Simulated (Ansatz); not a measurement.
Run report: B₂₄N₂₅ (charge −1), geometry relaxation (part 3 of 3)

B₂₄N₂₅ (defect cell, 49 atoms in the cell, total charge −1); DFT PBE, scalar-relativistic, plane waves, PAW, no spin polarisation (Ansatz 0.2.0); cutoff 420 eV, 2×2×2 k-mesh, Gaussian smearing of 0.01 eV. The structure derives from a Materials Project entry. It belongs to a series of runs on one base structure; here: N interstitial, charge -1, atoms relaxed at the host's cell.

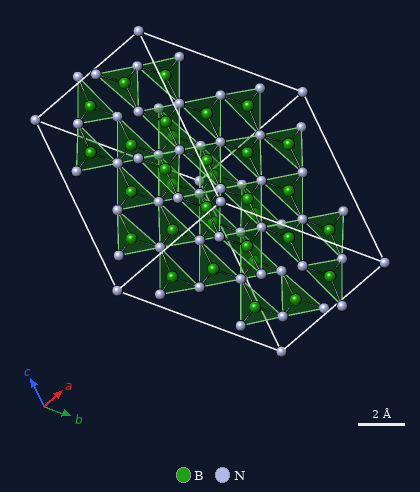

Figure 1. The geometry at step 5 of the log (polyhedral view of the cell of the calculation, seen at an oblique angle; polyhedra are completed across the faces of the cell).

## Output, continued
```
  k-point 2: bands = ["-14.9989", "-14.9675", "-13.5650", "-13.5412", "-13.5267", "-13.5267", "-13.5022", "-13.5022", "-13.4585", "-13.4585", "-13.4306", "-13.4306", "-13.4018", "-13.3830", "-11.9251", "-11.9251", "-11.9193", "-11.9172", "-11.9172", "-11.9104", "-11.3382", "-11.3382", "-11.3382", "-11.3382", "-6.6942", "-6.2352", "-6.2216", "-6.2216", "-6.2134", "-6.2134", "-6.0729", "-5.2353", "-5.2267", "-5.2088", "-5.1631", "-4.5210", "-4.5210", "-4.5192", "-4.5192", "-2.9485", "-2.8798", "-2.8798", "-2.8765", "-2.8760", "-2.8760", "-2.8719", "-2.8632", "-2.8632", "-2.8624", "-2.8624", "-2.8536", "-2.7027", "-2.3212", "-1.5038", "-1.5018", "-1.5018", "-1.4980", "-1.4980", "-1.4978", "-1.3172", "-1.3172", "-1.3101", "-1.3101", "-1.2856", "-1.2795", "-1.2529", "-1.2529", "-1.2414", "-1.2414", "-1.2223", "-1.2168", "-0.7514", "-0.7417", "-0.6903", "-0.6903", "-0.5885", "-0.5885", "-0.5095", "-0.4557", "-0.4557", "-0.3781", "-0.3781", "0.1165", "1.2762", "1.2762", "1.2799", "1.2799", "1.6653", "1.6854", "1.6854", "1.7604", "1.7604", "1.7937", "2.6001", "2.6001", "2.6314", "2.6314", "4.9398", "5.0275", "5.0275", "7.2200", "7.2200", "7.2590", "7.2590", "7.5100", "7.5100", "7.5569", "7.5948", "7.6611", "7.6611", "8.3540", "8.6274", "9.8160", "9.9646", "9.9646", "10.1037", "10.1037", "10.1557", "10.4165", "10.4165", "10.5244", "10.5244", "10.7912", "10.8373", "11.7797", "11.7882", "11.7882", "11.8871", "11.8871", "11.9096", "11.9332", "11.9332", "12.1646", "12.1646", "12.2219", "12.2791", "12.2856", "12.2856", "12.3905", "12.5803", "12.5803", "13.0236", "13.9935", "14.1480", "14.1480", "14.1599", "14.1599", "14.5173"]
  k-point 3: bands = ["-14.6391", "-14.6091", "-14.5685", "-14.5389", "-13.8506", "-13.8391", "-13.8224", "-13.8142", "-12.5975", "-12.5914", "-12.5893", "-12.5875", "-12.5584", "-12.5489", "-12.5457", "-12.5359", "-12.0402", "-12.0386", "-12.0278", "-12.0222", "-11.7107", "-11.7046", "-11.6421", "-11.6344", "-6.6187", "-5.9388", "-5.9306", "-5.8729", "-5.7985", "-4.9863", "-4.9845", "-4.9816", "-4.9797", "-4.9786", "-4.9749", "-4.9663", "-4.9654", "-4.9068", "-4.8871", "-4.8821", "-4.8077", "-3.2338", "-3.2232", "-3.2148", "-3.2109", "-2.8619", "-2.8501", "-2.8011", "-2.7948", "-2.4715", "-2.4673", "-2.4546", "-2.4450", "-2.2383", "-2.1837", "-1.9671", "-1.7057", "-1.5900", "-1.5898", "-1.5871", "-1.5834", "-1.5189", "-1.5158", "-1.5054", "-1.4994", "-1.2107", "-1.1433", "-0.9115", "-0.6754", "-0.3376", "-0.3348", "-0.3177", "-0.3147", "-0.2162", "-0.2074", "-0.1432", "-0.1422", "0.4811", "0.5083", "0.5104", "0.5187", "0.5492", "0.6274", "0.6824", "0.7378", "0.8330", "0.8379", "0.8810", "0.9593", "1.4027", "1.4495", "1.5618", "1.6583", "1.9953", "2.0848", "2.1077", "2.1264", "5.0037", "5.0896", "5.0994", "7.3216", "7.5075", "7.5721", "7.6730", "8.2909", "8.3055", "8.3355", "8.4179", "8.7017", "8.7376", "8.7418", "8.8703", "8.8730", "8.9131", "8.9166", "9.0158", "9.0990", "9.1170", "9.1923", "9.3467", "10.0359", "10.0954", "10.3297", "10.4057", "11.9810", "12.0891", "12.2251", "12.2674", "12.3001", "12.3026", "12.3447", "12.3666", "12.4865", "12.6278", "12.6934", "12.7008", "13.3618", "13.5158", "13.5420", "13.6722", "13.6750", "13.6784", "13.7581", "13.7616", "13.7725", "13.8270", "13.9244", "13.9422"]
--- Relaxed structure (5 steps of the walk, 5 accepted, 0 SCFs on fresh bases) ---
  F+E_penalty+E_count = -13390.07262616 eV   max|allowed force component| = 1.744e-2 eV/Å
  atoms:
    - { symbol: B, position: [0.26728940319323063, -3.0617979407048028e-18, 0.1655126743340004] }
    - { symbol: B, position: [0.26648257338957676, 0.499780008674823, 0.16645320022687873] }
    - { symbol: B, position: [0.27177909129557554, 0.33260593560898866, 0.3326059356089886] }
    - { symbol: B, position: [0.26648257338957676, 0.1664532002268787, 0.49978000867482286] }
    - { symbol: B, position: [0.27177909129557554, -1.8186927000112814e-18, 0.6673940643910113] }
    - { symbol: B, position: [0.26648257338957676, 0.8335467997731211, 0.3333268084479442] }
    - { symbol: B, position: [0.26648257338957676, 0.666673191552056, 0.5002199913251771] }
    - { symbol: B, position: [0.26648257338957676, 0.5002199913251771, 0.6666731915520557] }
    - { symbol: B, position: [0.26648257338957676, 0.33332680844794427, 0.8335467997731212] }
    - { symbol: B, position: [0.26728940319323063, 0.1655126743340004, 1.3877787807814457e-17] }
    - { symbol: B, position: [0.26728940319323063, 0.8344873256659996, 0.8344873256659996] }
    - { symbol: B, position: [0.27177909129557554, 0.6673940643910115, 0.0] }
    - { symbol: B, position: [0.7327105968067693, 0.1655126743340005, 0.16551267433400044] }
    - { symbol: B, position: [0.7335174266104232, 0.6666731915520557, 0.16645320022687876] }
    - { symbol: B, position: [0.7335174266104232, 0.4997800086748229, 0.3333268084479442] }
    - { symbol: B, position: [0.7335174266104232, 0.3333268084479443, 0.49978000867482286] }
    - { symbol: B, position: [0.7335174266104232, 0.16645320022687873, 0.6666731915520557] }
    - { symbol: B, position: [0.7282209087044246, 1.8269132338635304e-18, 0.33260593560898855] }
    - { symbol: B, position: [0.7335174266104232, 0.8335467997731213, 0.5002199913251771] }
    - { symbol: B, position: [0.7282209087044246, 0.6673940643910116, 0.6673940643910115] }
    - { symbol: B, position: [0.7335174266104232, 0.5002199913251771, 0.8335467997731211] }
    - { symbol: B, position: [0.7282209087044246, 0.3326059356089886, 0.0] }
    - { symbol: B, position: [0.7327105968067693, 3.070018474153155e-18, 0.8344873256659995] }
    - { symbol: B, position: [0.7327105968067693, 0.8344873256659995, 0.9999999999999998] }
    - { symbol: N, position: [0.7200883850441007, 1.6270390483029487e-18, 0.1677014031235254] }
    - { symbol: N, position: [0.7326419032802212, 0.5001348187141273, 0.16673789308473153] }
    - { symbol: N, position: [0.7341579694027592, 0.33326242368438264, 0.33326242368438264] }
    - { symbol: N, position: [0.7326419032802212, 0.16673789308473153, 0.5001348187141275] }
    - { symbol: N, position: [0.7341579694027592, 2.5067855057757065e-18, 0.6667375763156173] }
    - { symbol: N, position: [0.7326419032802212, 0.8332621069152684, 0.33339692562939593] }
    - { symbol: N, position: [0.7326419032802212, 0.6666030743706043, 0.49986518128587265] }
    - { symbol: N, position: [0.7326419032802212, 0.49986518128587265, 0.6666030743706042] }
    - { symbol: N, position: [0.7326419032802212, 0.3333969256293958, 0.8332621069152684] }
    - { symbol: N, position: [0.7200883850441007, 0.16770140312352544, 2.7755575615628914e-17] }
    - { symbol: N, position: [0.7200883850441007, 0.8322985968764745, 0.8322985968764745] }
    - { symbol: N, position: [0.7341579694027592, 0.6667375763156175, 1.1102230246251565e-16] }
    - { symbol: N, position: [0.2799116149558994, 0.16770140312352544, 0.16770140312352544] }
    - { symbol: N, position: [0.2673580967197788, 0.6666030743706042, 0.16673789308473158] }
    - { symbol: N, position: [0.2673580967197788, 0.5001348187141273, 0.3333969256293959] }
    - { symbol: N, position: [0.2673580967197788, 0.3333969256293959, 0.5001348187141273] }
    - { symbol: N, position: [0.2673580967197788, 0.16673789308473153, 0.6666030743706042] }
    - { symbol: N, position: [0.2658420305972407, -2.498564972731251e-18, 0.3332624236843825] }
    - { symbol: N, position: [0.2673580967197788, 0.8332621069152685, 0.49986518128587265] }
    - { symbol: N, position: [0.2658420305972407, 0.6667375763156174, 0.6667375763156174] }
    - { symbol: N, position: [0.2673580967197788, 0.4998651812858726, 0.8332621069152683] }
    - { symbol: N, position: [0.2658420305972407, 0.33326242368438264, 2.7755575615628914e-17] }
    - { symbol: N, position: [0.2799116149558994, -1.6188185149555706e-18, 0.8322985968764745] }
    - { symbol: N, position: [0.2799116149558994, 0.8322985968764745, 0.9999999999999999] }
    - { symbol: N, position: [-2.7899702056774836e-19, 4.1102668726755595e-21, 1.2225406373574137e-20] }
```

## Trajectory as extended XYZ (Å, eV, eV/Å), 2 of the 5 frames kept, from step=1 to step=5
```
49
Lattice="0.0000 0.0000 8.3432 7.5365 -4.3512 0.0000 0.0000 8.7025 0.0000" Properties=species:S:1:pos:R:3:forces:R:3 step=1 energy=-13389.85048
B     0.0000    1.4512    2.4120    0.0000  -0.4680  -0.7165
B     3.7680   -0.7250    2.3490   -0.0889  -0.0492  -0.0137
B     2.5133    1.4511    2.3734   -0.4804  -0.2774   0.0762
B     1.2561    3.6257    2.3490   -0.0870  -0.0524  -0.0137
B     0.0000    5.8003    2.3734    0.0000   0.5548   0.0762
B     6.2805   -0.7256    2.3490    0.0870  -0.0524  -0.0137
B     5.0247    1.4506    2.3490    0.0019   0.1016  -0.0137
B     3.7686    3.6262    2.3490    0.0889  -0.0492  -0.0137
B     2.5119    5.8018    2.3490   -0.0019   0.1016  -0.0137
B     1.2567   -0.7256    2.4120   -0.4053   0.2340  -0.7165
B     6.2798    3.6256    2.4120    0.4053   0.2340  -0.7165
B     5.0232   -2.9001    2.3734    0.4804  -0.2774   0.0762
B     1.2567    0.7256    5.9311   -0.4053  -0.2340   0.7165
B     5.0247   -1.4506    5.9941    0.0019  -0.1016   0.0137
B     3.7680    0.7250    5.9941   -0.0889   0.0492   0.0137
B     2.5119    2.9006    5.9941   -0.0019  -0.1016   0.0137
B     1.2561    5.0768    5.9941   -0.0870   0.0524   0.0137
B     0.0000    2.9022    5.9697    0.0000  -0.5548  -0.0762
B     6.2805    0.7256    5.9941    0.0870   0.0524   0.0137
B     5.0232    2.9001    5.9697    0.4804   0.2774  -0.0762
B     3.7686    5.0762    5.9941    0.0889   0.0492   0.0137
B     2.5133   -1.4511    5.9697   -0.4804   0.2774  -0.0762
B     0.0000    7.2513    5.9311    0.0000   0.4680   0.7165
B     6.2798    5.0768    5.9311    0.4053  -0.2340   0.7165
N     0.0000    1.4528    5.9107    0.0000   0.4813  -0.5371
N     3.7686   -0.7255    5.9969    0.1439   0.0152   0.0195
N     2.5119    1.4502    5.9780    0.2241   0.1294  -0.1080
N     1.2560    3.6264    5.9969    0.0851   0.1170   0.0195
N     0.0000    5.8020    5.9780    0.0000  -0.2587  -0.1080
N     6.2805   -0.7248    5.9969   -0.0851   0.1170   0.0195
N     5.0240    1.4503    5.9969   -0.0587  -0.1322   0.0195
N     3.7680    3.6258    5.9969   -0.1439   0.0152   0.0195
N     2.5125    5.8015    5.9969    0.0587  -0.1322   0.0195
N     1.2582   -0.7264    5.9107    0.4168  -0.2406  -0.5371
N     6.2783    3.6248    5.9107   -0.4168  -0.2406  -0.5371
N     5.0247   -2.9010    5.9780   -0.2241   0.1294  -0.1080
N     1.2582    0.7264    2.4324    0.4168   0.2406   0.5371
N     5.0240   -1.4503    2.3463   -0.0587   0.1322  -0.0195
N     3.7686    0.7255    2.3463    0.1439  -0.0152  -0.0195
N     2.5125    2.9009    2.3463    0.0587   0.1322  -0.0195
N     1.2560    5.0761    2.3463    0.0851  -0.1170  -0.0195
N     0.0000    2.9004    2.3652    0.0000   0.2587   0.1080
N     6.2805    0.7248    2.3463   -0.0851  -0.1170  -0.0195
N     5.0247    2.9010    2.3652   -0.2241  -0.1294   0.1080
N     3.7680    5.0767    2.3463   -0.1439  -0.0152  -0.0195
N     2.5119   -1.4502    2.3652    0.2241  -0.1294   0.1080
N     0.0000    7.2496    2.4324    0.0000  -0.4813   0.5371
N     6.2783    5.0776    2.4324   -0.4168   0.2406   0.5371
N     0.0000    0.0000    0.0000    0.0000   0.0000   0.0000
49
Lattice="0.0000 0.0000 8.3432 7.5365 -4.3512 0.0000 0.0000 8.7025 0.0000" Properties=species:S:1:pos:R:3:forces:R:3 step=5 energy=-13390.07263
B     0.0000    1.4404    2.2300    0.0000  -0.0130  -0.0068
B     3.7666   -0.7261    2.2233   -0.0026  -0.0035   0.0036
B     2.5067    1.4472    2.2675    0.0111   0.0064  -0.0018
B     1.2545    3.6250    2.2233   -0.0044  -0.0005   0.0036
B     0.0000    5.8080    2.2675    0.0000  -0.0128  -0.0018
B     6.2821   -0.7262    2.2233    0.0044  -0.0005   0.0036
B     5.0244    1.4523    2.2233   -0.0018   0.0040   0.0036
B     3.7699    3.6251    2.2233    0.0026  -0.0035   0.0036
B     2.5121    5.8035    2.2233    0.0018   0.0040   0.0036
B     1.2474   -0.7202    2.2300   -0.0113   0.0065  -0.0068
B     6.2892    3.6310    2.2300    0.0113   0.0065  -0.0068
B     5.0298   -2.9040    2.2675   -0.0111   0.0064  -0.0018
B     1.2474    0.7202    6.1131   -0.0113  -0.0065   0.0068
B     5.0244   -1.4523    6.1198   -0.0018  -0.0040  -0.0036
B     3.7666    0.7261    6.1198   -0.0026   0.0035  -0.0036
B     2.5121    2.8989    6.1198    0.0018  -0.0040  -0.0036
B     1.2545    5.0774    6.1198   -0.0044   0.0005  -0.0036
B     0.0000    2.8945    6.0757    0.0000   0.0128   0.0018
B     6.2821    0.7262    6.1198    0.0044   0.0005  -0.0036
B     5.0298    2.9040    6.0757   -0.0111  -0.0064   0.0018
B     3.7699    5.0773    6.1198    0.0026   0.0035  -0.0036
B     2.5067   -1.4472    6.0757    0.0111  -0.0064   0.0018
B     0.0000    7.2621    6.1131    0.0000   0.0130   0.0068
B     6.2892    5.0714    6.1131    0.0113  -0.0065   0.0068
N     0.0000    1.4594    6.0078    0.0000   0.0121  -0.0174
N     3.7693   -0.7252    6.1125    0.0058  -0.0062  -0.0010
N     2.5116    1.4501    6.1252   -0.0126  -0.0073   0.0172
N     1.2566    3.6269    6.1125   -0.0025   0.0081  -0.0010
N     0.0000    5.8023    6.1252    0.0000   0.0145   0.0172
N     6.2799   -0.7243    6.1125    0.0025   0.0081  -0.0010
N     5.0239    1.4495    6.1125   -0.0083  -0.0019  -0.0010
N     3.7673    3.6261    6.1125   -0.0058  -0.0062  -0.0010
N     2.5127    5.8007    6.1125    0.0083  -0.0019  -0.0010
N     1.2639   -0.7297    6.0078    0.0105  -0.0060  -0.0174
N     6.2727    3.6215    6.0078   -0.0105  -0.0060  -0.0174
N     5.0249   -2.9011    6.1252    0.0126  -0.0073   0.0172
N     1.2639    0.7297    2.3353    0.0105   0.0060   0.0174
N     5.0239   -1.4495    2.2306   -0.0083   0.0019   0.0010
N     3.7693    0.7252    2.2306    0.0058   0.0062   0.0010
N     2.5127    2.9017    2.2306    0.0083   0.0019   0.0010
N     1.2566    5.0756    2.2306   -0.0025  -0.0081   0.0010
N     0.0000    2.9002    2.2180    0.0000  -0.0145  -0.0172
N     6.2799    0.7243    2.2306    0.0025  -0.0081   0.0010
N     5.0249    2.9011    2.2180    0.0126   0.0073  -0.0172
N     3.7673    5.0764    2.2306   -0.0058   0.0062   0.0010
N     2.5116   -1.4501    2.2180   -0.0126   0.0073  -0.0172
N     0.0000    7.2430    2.3353    0.0000  -0.0121   0.0174
N     6.2727    5.0809    2.3353   -0.0105   0.0060   0.0174
N     0.0000    0.0000    0.0000    0.0000   0.0000   0.0000
```

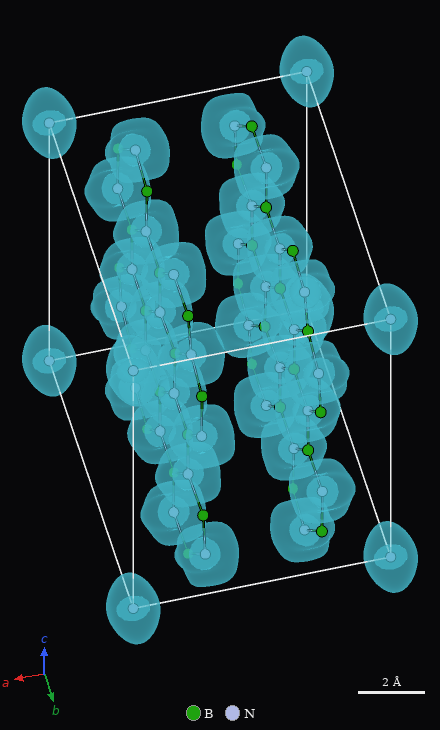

Figure 2. Isosurface of the electron localisation function at 0.7 (cyan), seen at an oblique angle. Only the valence region is drawn (cores and ρ < 0.01 e/Å³ removed). Sticks mark near contacts. The outline is the calculation cell. Along the contacts the grid gives the following. In a PAW calculation such maps are meaningful between the atoms, not at the nuclei.

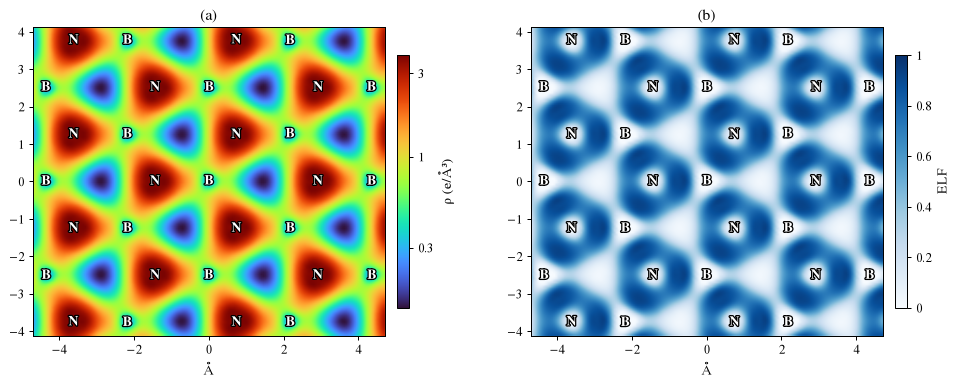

Figure 3. (a) valence charge density (pseudo); (b) ELF on the (100) plane of the calculation cell. Atoms in the plane: B and N. B–N (1.44 Å): ρ at the midpoint is about 1.8 e/Å³; the ELF peaks at about 0.90 between the atoms (a polar covalent bond). Away from the nuclei the density in this plane falls to 0.14 e/Å³ at its lowest.

## Key numbers

```tsv
quantity	value
outcome	converged
electrons treated	198
free energy	−13390.0726 eV
Fermi energy	5.087 eV
gap on the k-point mesh	none (metallic)
final volume	547.20 Å³
largest force (length of the vector) at the end	0.023 eV/Å
wall time	52 s (CPU time 3.3 min)
peak memory	1.8 GiB
```
